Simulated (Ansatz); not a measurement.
System: Ni, space group Fm-3m (No. 225) (one of a set of cubic test structures, which need not be the stable phase).

Calculation (Ansatz 0.2.0 development build): equation of state of a cubic crystal from periodic Kohn-Sham density functional theory without spin, third-order Birch-Murnaghan fit to the free energies; pressure corrected for the finite basis. Level: PBE.

```json
{"setting": "structure type", "value": "fcc"}
{"setting": "atoms in cell", "value": "1"}
{"setting": "space group number", "value": "225"}
{"setting": "lattice centring", "value": "face-centred primitive"}
{"setting": "k mesh", "value": "53×53×53"}
{"setting": "occupation method", "value": "Fermi–Dirac"}
{"setting": "occupation width", "value": "0.06123 eV"}
{"setting": "wave cutoff", "value": "420 eV"}
{"setting": "datasets", "value": "soft-1 PAW"}
{"setting": "density tolerance", "value": "1e-07 eV"}
{"setting": "bands", "value": "13"}
{"setting": "density cutoff ratio", "value": "4"}
{"setting": "search for lower states", "value": "default"}
```

Predict the energy above the lowest point against volume. The volume takes the values 10.19, 10.40, 10.62, 10.84, 11.06, 11.27, 11.49 Å³/atom.

A third-order Birch–Murnaghan fit gives V0 = 10.84 Å³/atom, B0 = 202 GPa and B′ = 4.9. The energy above the lowest point is 27.8 meV/atom at volume 10.19 Å³/atom and 21.8 meV/atom at 11.49 Å³/atom; the lowest computed point is at volume 10.84 Å³/atom (0.0 meV/atom), and no other minimum shows.

```csv
volume (Å³/atom),energy above the lowest point (meV/atom)
10.19,27.8
10.40,11.9
10.62,2.9
10.84,0.0
11.06,2.6
11.27,10.0
11.49,21.8
```

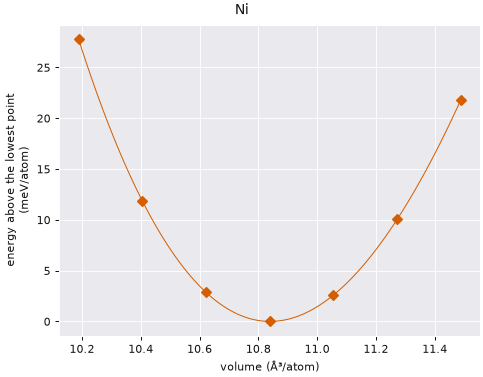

Caveats: known magnet treated without spin, far from its ground state.
